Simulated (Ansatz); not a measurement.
Fermi surface of TiSi$_{2}$ in space group Cmcm from first principles.

Input

```yaml
crystal:
  lattice:
    - [1.76510502, -6.75928154, 0.0]
    - [1.76510502, 6.75928154, 0.0]
    - [0.0, 0.0, 3.56517397]
  atoms:
    - { symbol: Ti, position: [0.89688192, 0.10311808, 0.75] }
    - { symbol: Ti, position: [0.10311808, 0.89688192, 0.25] }
    - { symbol: Si, position: [0.55825145, 0.44174855, 0.75] }
    - { symbol: Si, position: [0.44174855, 0.55825145, 0.25] }
    - { symbol: Si, position: [0.24968518, 0.75031482, 0.75] }
    - { symbol: Si, position: [0.75031482, 0.24968518, 0.25] }
basis:
  ecutwfc: 420
kpoints:
  mp_grid: { grid: [12, 12, 12] }
hamiltonian:
  xc: lda
scf:
  occupations: { method: gaussian, width: 0.05 }
output:
  forces: true
  eigenvalues: true
  eigenstates:
    nscf_kmesh: { grid: [20, 20, 18] }
    top_band: c6
    de_dk: true
    localisation: true
  stress: true
checkpoint:
  write: ck
  compress: false
  write_wavefunctions: false
  write_every: 100000
```

Command:

```sh
ansatz run input.yaml --threads 2 --pin off --max-ram 5120MiB --backend cpu --events-out ev --progress --plain --runs-dir out
```

Method: Ansatz 0.2.0, DFT LDA, scalar-relativistic, plane waves, PAW; levels and slopes on a dense k mesh at the converged density. No spin polarisation. k mesh for the levels: 20×20×18. The geometry was not relaxed (residual pressure −5 GPa). The cell comes from a database of computed structures, not from a measurement.

Two bands cross the Fermi level; this is a three-dimensional metal. Band 19 ends within 23 meV of the level without crossing it. The density of states at the Fermi level is 1.6 states/eV per primitive cell. The intraband plasma frequencies along the cartesian axes x, y and z of the cell as given are 2.9, 2.1 and 3.2 eV.

Band 20: two hole pockets on the Γ–Z line (each 0.94 % of the zone), one open hole tube parallel to Γ–Y and specks under 0.04 % of the zone, which the mesh doesn't resolve and which may come from the interpolation; mean Fermi speed 4.4 × 10⁵ m/s; weight Ti (64 %) and Si (36 %).
Band 21: four electron pockets away from the named points and lines, no more than about three mesh steps wide (each 0.06 % of the zone), two electron pockets on the T–Y line, no more than about three mesh steps wide (each 0.05 % of the zone) and one open electron tube parallel to Γ–Y; mean Fermi speed 4.8 × 10⁵ m/s; weight Ti (65 %) and Si (35 %).
A pocket cut by a face of the zone is counted once with the part on the opposite face.
Weights are shares of the states' density in the atoms' Voronoi cells.
The shape of the surface of all these bands changes its kind within 0.04 eV of this level, so small parts may appear, vanish, join or separate.

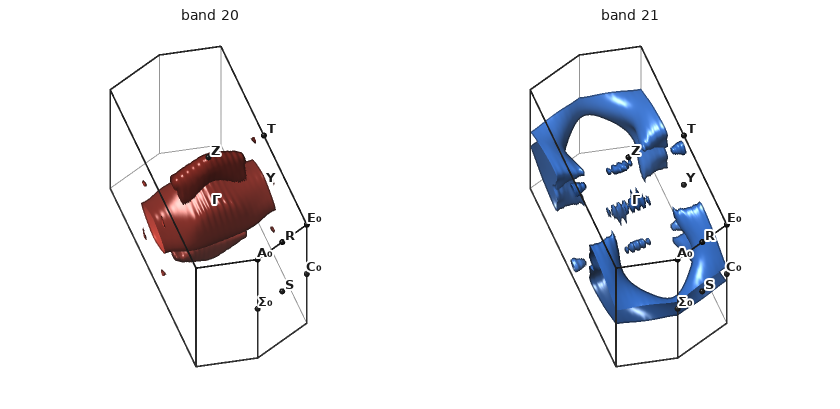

Each panel holds one band. The brighter face of a sheet looks towards empty states.

A magnetic state wasn't tried and may lie lower. A band edge lies within 0.03 eV of the Fermi level, so pockets and density of states there aren't settled. Necks and pockets thinner than about two mesh steps aren't resolved, so separate pockets may in truth be joined.

The run (self-consistency and the dense mesh) took 53 s on 2 threads of Intel(R) Xeon(R) Platinum 8488C (Sapphire Rapids) (shared host), peak memory 1.3 GiB.
